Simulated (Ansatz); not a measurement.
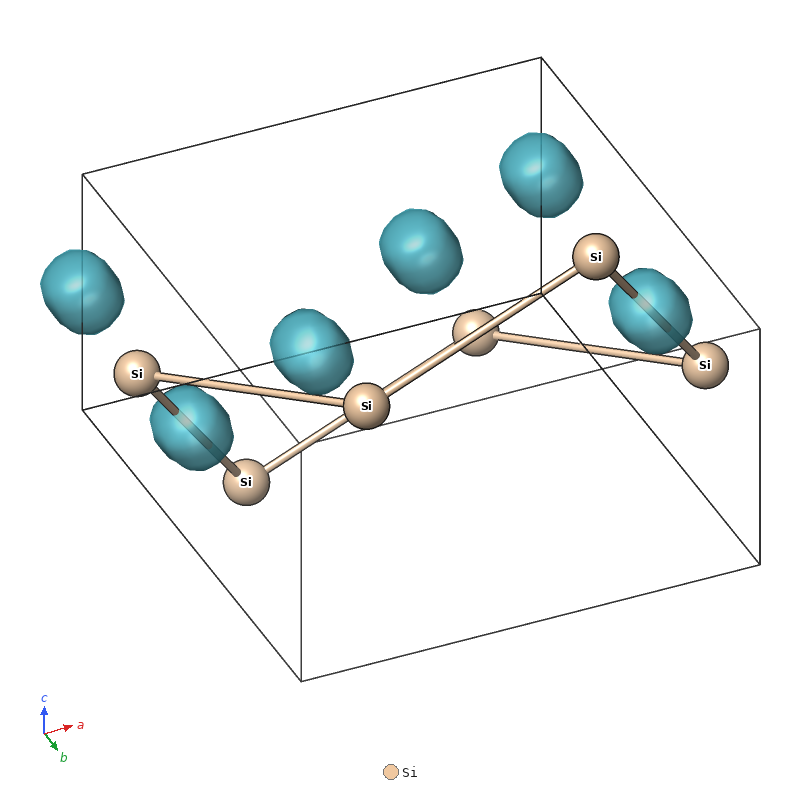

Si. Isosurface of the electron localisation function at 0.85 (cyan), seen at an oblique angle. Only the valence region is drawn (cores and ρ < 0.01 e/Å³ removed). Sticks mark near contacts.

Space group Imma; computed pressure about 20 GPa in this cell.

Level of theory: DFT, LDA, PAW with Ansatz's default frozen-core files, scalar-relativistic in Ansatz.

The calculation's input:

```
crystal:
  lattice:
    - [-2.2128400857, 2.3283481754, 1.2533856549]
    - [2.2128400857, -2.3283481754, 1.2533856549]
    - [2.2128400857, 2.3283481754, -1.2533856549]
  atoms:
    - { symbol: Si, position: [0.807, 0.557, 0.25] }
    - { symbol: Si, position: [0.193, 0.443, 0.75] }
kpoints:
  mp_grid: { grid: [16, 16, 16] }
scf:
  occupations: { method: fermi_dirac, width: 0.05 }
hamiltonian:
  xc: lda
  pseudopotentials: { kind: paw }
output:
  forces: true
  stress: true
  eigenvalues: true
  efg: { contact_densities: true }
  write_density: true
  write_potential: true
  elf: true
  volumetric_format: npy
```

Launched as:

```sh
ansatz run input.yaml --threads 1 --pin off --max-ram 3072MiB --backend cpu --events-out ev --progress --plain --runs-dir out
```

Below, planes, directions and counts refer to the conventional cell (a = 4.43 Å, b = 4.66 Å, c = 2.51 Å, α = 90.00°, β = 90.00°, γ = 90.00°).

> Describe the localisation domains.

The surface consists of four regions between bonded Si–Si atoms, counted in one cell of 4 atoms. Regions shared between cells count once. Profiles from the grid: Si–Si (2.35 Å): the ELF peaks at about 0.90 between the atoms. Si–Si (2.42 Å): the ELF peaks at about 0.80 between the atoms.
